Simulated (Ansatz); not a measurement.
# Calculations on Al₃₁N₃₂

**1. Relaxation**

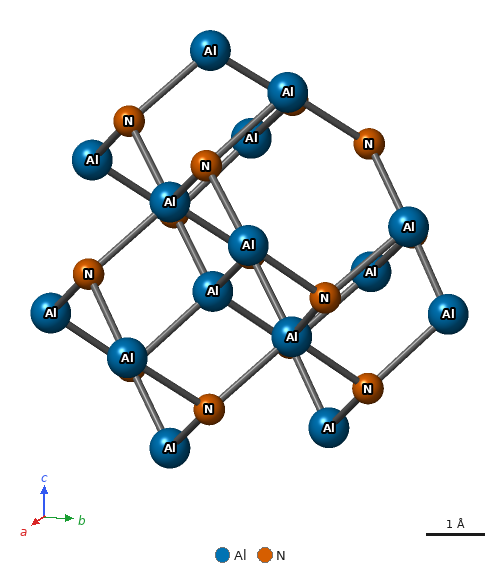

A defect cell of composition Al$_{31}$N$_{32}$ (cell charge +1), before the relaxation. Style: ball-and-stick. Shown: the atoms within 4.2 Å of the atom that moves most (axes of the cell of the calculation (origin shifted)), slightly off an axis.

Computed with Ansatz 0.2.0, DFT, PBEsol, PAW, plane waves.

Set-up: plane-wave cutoff 420 eV; k-point mesh 1 × 1 × 1; mesh shifted by (0.25, 0.25, 0.25); no spin polarisation; atoms relaxed in a fixed cell; force threshold 0.03 eV/Å; at most 80 steps.

```
Al N
1.0
     8.75544    0.00000    0.00000
     0.00000    8.75544    0.00000
     0.00000    0.00000    8.75544
Al N
31 32
Cartesian
  0.0100 0.0080 0.0122
  8.7363 0.0317 4.3737
  8.7197 4.3739 0.0290
  0.0107 4.4150 4.4193
  4.3719 8.7293 0.0089
  4.4132 0.0009 4.3859
  4.3709 4.3399 8.7150
  2.2015 2.1791 8.7487
  2.1937 2.1398 4.3890
  2.1730 6.6132 0.0001
  2.1880 6.5689 4.3923
  6.5493 2.1870 8.7241
  6.5571 2.1902 4.4048
  6.5832 6.5403 0.0164
  6.5763 6.5880 4.3766
  2.1889 0.0362 2.1714
  2.2234 8.7369 6.5399
  2.1992 4.3441 2.1940
  2.2028 4.3870 6.5845
  6.5535 8.7524 2.1972
  6.5785 8.7452 6.5743
  6.5621 4.4338 2.1901
  6.5255 4.3453 6.5753
  0.0272 2.1957 2.1908
  0.0180 2.1702 6.5614
  0.0038 6.5755 2.1712
  0.0013 6.5595 6.5633
  4.3623 2.2012 2.2121
  4.3698 2.1598 6.5506
  4.4188 6.5521 2.2255
  4.3698 6.5564 6.6136
  1.0588 1.1022 1.0800
  1.0850 1.1143 5.4939
  1.0702 5.4547 1.0931
  1.0780 5.4820 5.5163
  5.5206 1.1014 1.0662
  5.4702 1.0539 5.4666
  5.5061 5.4622 1.0741
  5.5011 5.4838 5.4818
  3.2857 3.2375 1.0936
  3.2749 3.2839 5.4705
  3.2812 7.6925 1.0905
  3.2890 7.6620 5.4845
  7.6488 3.3026 1.0620
  7.6671 3.2537 5.4541
  7.6820 7.6542 1.1027
  7.6884 7.6363 5.4829
  3.2856 1.1032 3.2432
  3.2640 1.0806 7.6634
  3.2767 5.4826 3.2917
  3.3141 5.4751 7.6796
  7.6317 1.0735 3.2868
  7.6652 1.1317 7.6608
  7.6850 5.4487 3.2847
  7.6921 5.4319 7.6366
  1.0248 3.2562 3.2723
  1.1273 3.3002 7.6618
  1.0808 7.6065 3.2592
  1.1109 7.6391 7.6757
  5.4711 3.2850 3.2941
  5.4642 3.2749 7.6579
  5.4726 7.6927 3.2881
  5.4703 7.6607 7.6195
```

### Predict the outcome.

After 4 accepted moves (5 points after the start) the energy has fallen by 1.553 eV per cell of the calculation. The largest force component goes from 1.5 to 0.017 eV/Å. 1 step only repeated the SCF at the same geometry. N60 moves most: 0.29 Å along [1 −1 −1]. By element the largest moves are N 0.29 Å, Al 0.06 Å. The cell doesn't change. Some distances before and after: Al22–N60 1.931 → 1.864 Å, Al28–N36 1.966 → 1.907 Å, Al6–N37 1.842 → 1.899 Å, Al24–N44 1.945 → 1.890 Å. Bond angles that change, for instance: N36–Al28–N60 108.0° → 100.1°, Al13–N60–Al28 109.8° → 116.5°, Al13–N60–Al22 110.7° → 116.3°.

History of the run:

```csv
step,"E − E(0), meV/atom","largest force component, eV/Å",note
0,0.00,1.4658,
1,-16.24,0.9574,
2,-23.95,0.2616,
3,-24.33,0.2055,
4,-24.65,0.0181,
5,-24.65,0.0166,"same geometry, SCF repeated"
```

The end point in the same view:

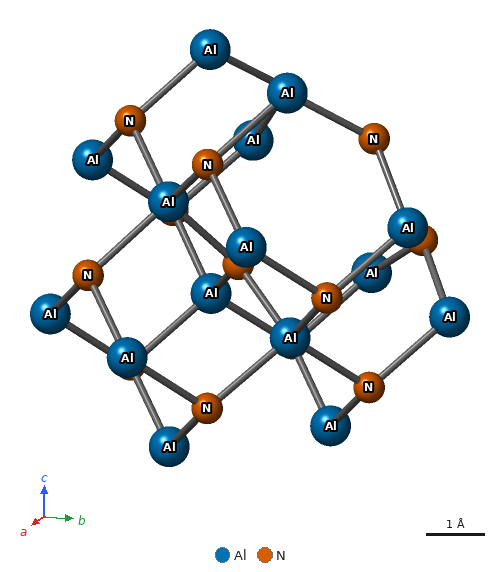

Limits of the set-up: the cell is charged, on a uniform background, and energies carry no finite-size correction.

**2. Relaxation**

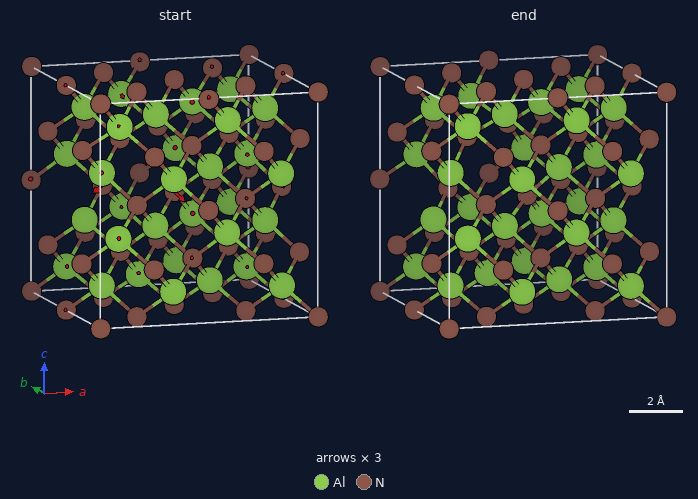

The structure of a defect cell of composition Al₃₁N₃₂ (cell charge −2) before (left) and after (right) a relaxation, at one scale. The red arrows give the displacements, 3 times their true length.

Style: ball-and-stick. Shown: the cell of the calculation (origin shifted), slightly off an axis.

These are results of Ansatz, DFT, PBEsol, PAW, plane waves, not measurements. Set-up: plane-wave cutoff 420 eV; k-point mesh 1 × 1 × 1; mesh shifted by (0.25, 0.25, 0.25); collinear spin; atoms relaxed in a fixed cell; force threshold 0.03 eV/Å; at most 80 steps.

> Describe what moved and what it gained.

The atom that moves furthest is an N atom (0.21 Å along [1 −1 −1]). Largest moves by element: N 0.21 Å, Al 0.08 Å. The cell doesn't change. Among the contacts that change: Al–N 1.926 → 1.801 Å, Al–N 1.931 → 1.824 Å, Al–N 1.897 → 1.800 Å, Al–N 1.905 → 1.823 Å. Among the angles between lasting bonds that change: Al–N–Al 107.0° → 115.2°, N–Al–N 107.8° → 113.6°, Al–N–Al 108.4° → 114.1°. The energy falls by 2.083 eV per cell of the calculation in 5 geometry steps. The largest force component goes from 2.2 to 0.03 eV/Å. Cost: 62 s on 7 threads of Arm Neoverse-V2, peak memory 1.8 GiB.

Limits of the set-up: the cell is charged, on a uniform background, and energies carry no finite-size correction.

**3. Defect**

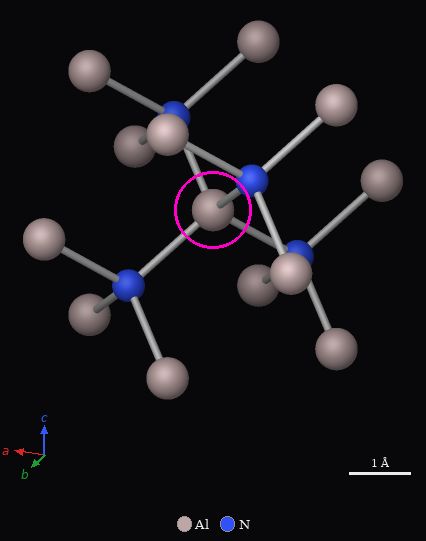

Perfect AlN. Style: ball-and-stick. Shown: the atoms within 3.3 Å of one point, from a free direction.

Theory: DFT, PBEsol, PAW, plane waves in Ansatz. Settings: plane-wave cutoff 420 eV; k-point mesh 1 × 1 × 1; mesh shifted by (0.25, 0.25, 0.25); collinear spin. Fermi-Dirac smearing of 0.01 eV. A uniform background neutralises the charged cell. The axes drawn are those of the host's conventional cell.

An aluminium atom is taken out (a vacancy) at the ringed place, in charge state −2. The supercell has 64 sites, and the atoms are relaxed at the host's cell.

**Predict the relaxed surroundings of the defect.**

Around the empty Al site the host had 4 N at 1.90 Å; after relaxation the nearest atoms are 4 N at 2.07 to 2.10 Å. Of the host's atoms, a nitrogen atom moves furthest from its site, by 0.20 Å. The cell's net moment is 1.00 μB.

The relaxed defect, seen from the same direction:

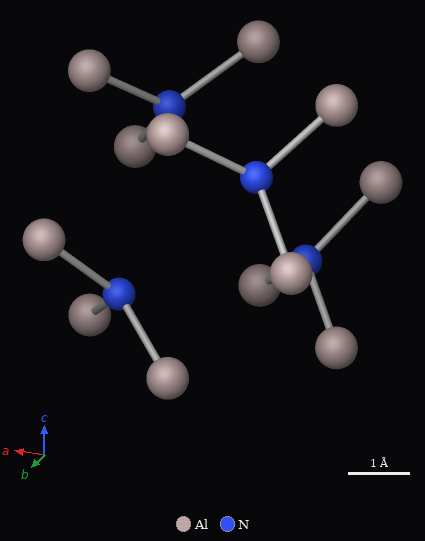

Limits of the set-up: the cell is charged, on a uniform background, and energies carry no finite-size correction.
